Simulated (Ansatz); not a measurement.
## Electronic structure of SnO in real space

Input file:

```
crystal:
  lattice:
    - [3.802, 0.0, 0.0]
    - [0.0, 3.802, 0.0]
    - [0.0, 0.0, 4.836]
  atoms:
    - { symbol: Sn, position: [-0.0334769123, 0.5334769123, 0.2385] }
    - { symbol: Sn, position: [0.5, 0.0, 0.7615] }
    - { symbol: O, position: [0.0, 0.0, 0.0] }
    - { symbol: O, position: [0.5, 0.5, 0.0] }
basis:
  ecutwfc: 420
kpoints:
  mp_grid: { grid: [12, 12, 10] }
hamiltonian:
  xc: pbe
  dispersion: d3bj
scf:
  occupations: { method: gaussian, width: 0.15 }
output:
  forces: true
  stress: true
  eigenvalues: true
  write_density: true
  write_potential: true
  elf: true
  volumetric_format: npy
```

Run with:

```sh
ansatz run input.yaml --threads 2 --pin off --max-ram 5120MiB --backend cpu --events-out ev --progress --plain --runs-dir out
```

Below, planes, directions and counts refer to the conventional cell (a = 5.38 Å, b = 5.38 Å, c = 4.84 Å, α = 90.00°, β = 90.00°, γ = 90.00°).

Space group Cm; changed on purpose from its base cell (atom 1 (Sn) moved -0.180 A along Cartesian [1 -1 0]); not relaxed (largest force 1.1 eV/Å); computed pressure about 3 GPa in this cell.

Theory: Ansatz 0.2.0, DFT PBE+D3(BJ), scalar-relativistic, plane waves, PAW.

In a PAW calculation such maps are meaningful between the atoms, not at the nuclei.

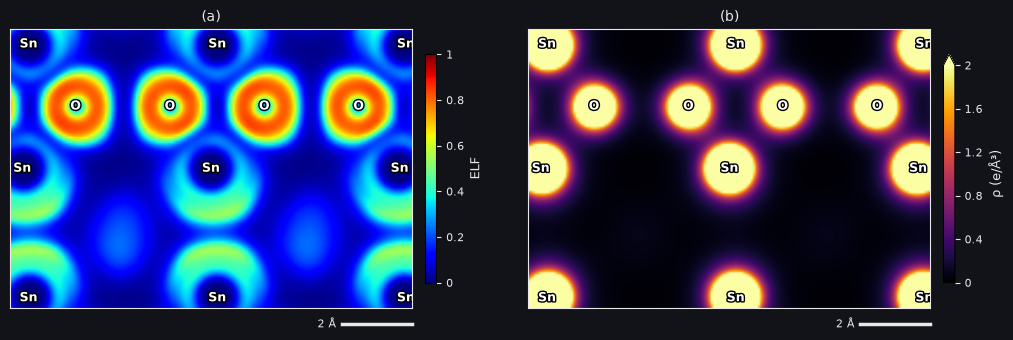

Figure 1. (a) ELF; (b) valence charge density (pseudo) on the (011) plane of the conventional cell.

**Describe what can be read from this map.**

- The section cuts through Sn and O sites.
- Sn–O (2.12 Å): the density is about 0.59 e/Å³ at the midpoint; the ELF peaks at about 0.85 in the valence shell of O, 0.6 Å from its nucleus, and is about 0.25 at the midpoint (no localised pair shows between them).
- Sn–O (2.22 Å): ρ at the midpoint is about 0.47 e/Å³; the ELF peaks at about 0.85 in the valence shell of O, 0.6 Å from its nucleus, and is about 0.20 at the midpoint: no shared electron pair shows on this line.
- Sn–O (2.34 Å): ρ is about 0.37 e/Å³ halfway; the ELF peaks at about 0.85 in the valence shell of O, 0.6 Å from its nucleus, and drops to about 0.15 between the two atoms: no localised pair shows between them.
- Between the atoms the lowest density in this plane is 0.02 e/Å³.

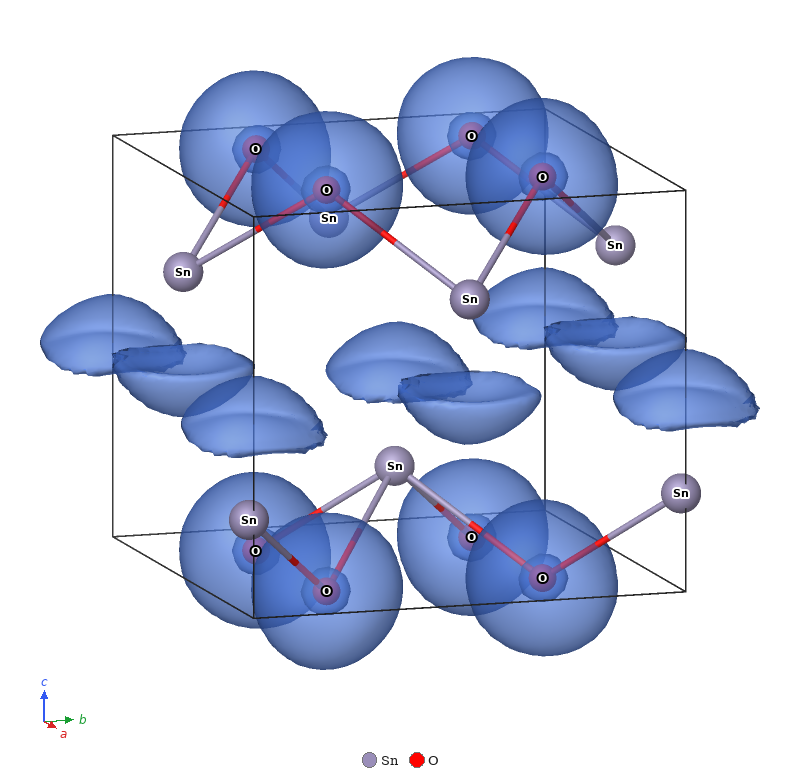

Figure 2. Isosurface of the ELF at 0.6 (blue), seen slightly off an axis. Only the valence region is drawn (cores and ρ < 0.01 e/Å³ removed). Sticks mark near contacts.

**Where are the electrons localised?**

The ELF exceeds this value in four lobes on Sn, pointing away from the bonds (lone pairs) and four regions wrapped around O (the valence shell of each), counted in one cell of 8 atoms. Any copies at cell faces, edges or corners count once.

**Does the calculation make it a metal, or give it a gap?**

It is metallic or semimetallic at this level of theory: no gap opens.
